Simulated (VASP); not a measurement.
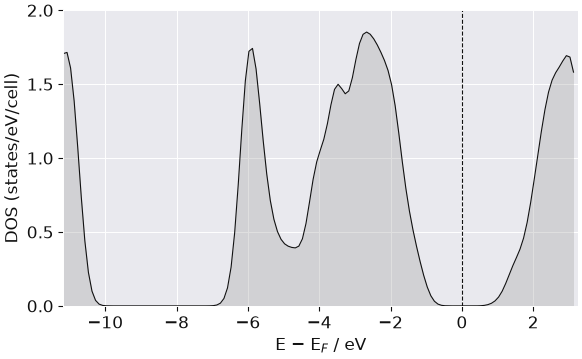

Density of states. Energies are counted from the Fermi level, put mid-gap where there is a gap. The DOS curve is built from the levels of the k mesh with Gaussians 0.55 eV wide, which also blur the band edges; ripples of that width can come from the mesh.

System: zincblende AlAs, space group F-43m (No. 216), 2 atoms in the primitive cell.

```
Al As
1.0
     0.00000    2.84088    2.84088
     2.84088    0.00000    2.84088
     2.84088    2.84088    0.00000
Al As
1 1
Cartesian
  0.0000 0.0000 0.0000
  1.4204 1.4204 1.4204
```

Computed with VASP 6.6.1: TB-mBJ, VASP PAW PBE potentials, release 64 (Al, As), no spin polarisation, no spin-orbit coupling, 8×8×8 k mesh, 520 eV cutoff, Gaussian smearing of 0.03 eV.

### Is there a gap at the Fermi level, and how wide?

There is a gap; over the k points computed it is 2.18 eV (indirect; the smallest direct gap on the k mesh is 2.87 eV).

The PAW data sets were made with another functional. Spin-orbit coupling is left out, which matters for As. This is a model potential built to give gaps, with no total energy. The cell was derived from a database entry in an earlier step, so it needn't be the measured one.
